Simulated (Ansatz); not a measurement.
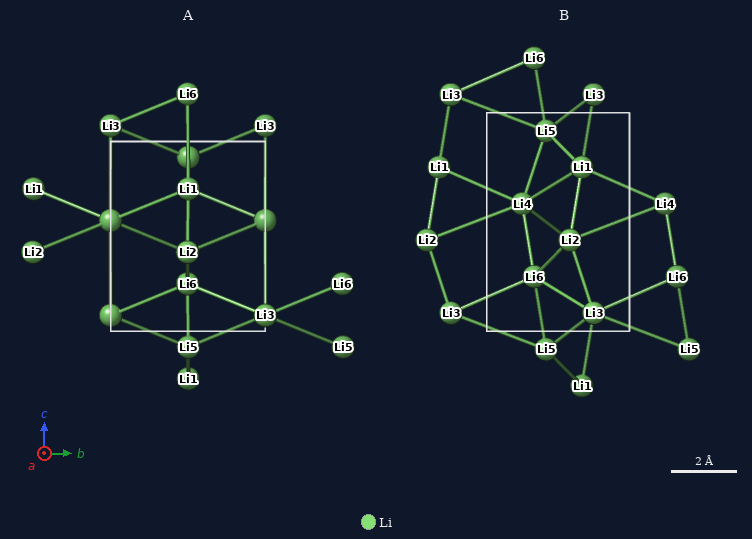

Two geometries of crystalline Li (built on the random type) (coarse preliminary run), drawn at one scale. One is the start of a relaxation, the other its converged end. The picture is a ball-and-stick view of the cell of the calculation, seen along the a axis.

These are results of DFT PBE, scalar-relativistic, plane waves, PAW (Ansatz 0.2.0), not measurements. (plane-wave cutoff 420 eV; k-point mesh 6 × 6 × 4; occupations gaussian; smearing width 0.1 eV; no spin polarisation; cell and atoms relaxed; force threshold 0.04 eV/Å; at most 70 steps)

> Which geometry has the lower energy?

Structure A is the relaxed one. Case: random cell with space group P6_5 (No. 170). The energy falls by 364 meV per atom in 11 accepted moves (13 points after the start). The largest force component goes from 0.38 to 0.018 eV/Å. Pressure: 2.33 GPa at the start and −0.05 GPa at the end. The line search rejected the trial step at point 11 of the run. At 1 point the geometry stayed and the basis and grid were re-selected for the new cell (energy shift of less than 0.05 meV per atom at most each time). The largest moves relative to the cell, 1.21 Å, are those of Li1, Li2, Li3, Li4, Li5 and Li6. Li3 goes along [1 3 0]. The volume changes by +1.9 %, with a = b 5.081 → 5.502 Å (+8.3 %), c 6.727 → 5.844 Å (−13.1 %). Near-neighbour distances that change, for instance: Li1–Li6 4.041 → 2.922 Å, Li1–Li2 2.359 → 3.373 Å, Li1–Li4 3.169 → 2.932 Å, Li1–Li4 (another image) 2.809 → 2.905 Å. New bonds form: Li1–Li6 (4.04 → 2.92 Å), Li2–Li5 (4.04 → 2.92 Å), Li3–Li4 (4.04 → 2.92 Å). Bonds break: Li1–Li2 (2.36 → 3.37 Å), Li1–Li3 (2.36 → 3.37 Å), Li2–Li3 (2.36 → 3.37 Å), Li4–Li5 (2.36 → 3.37 Å). Among the angles between lasting bonds that change: Li4–Li2–Li6 113.1° → 70.5°, Li4–Li2–Li4 116.3° → 141.0°. The space group (tolerance 0.01 Å) goes from P6_5 (No. 170) to P6_522 (No. 179).
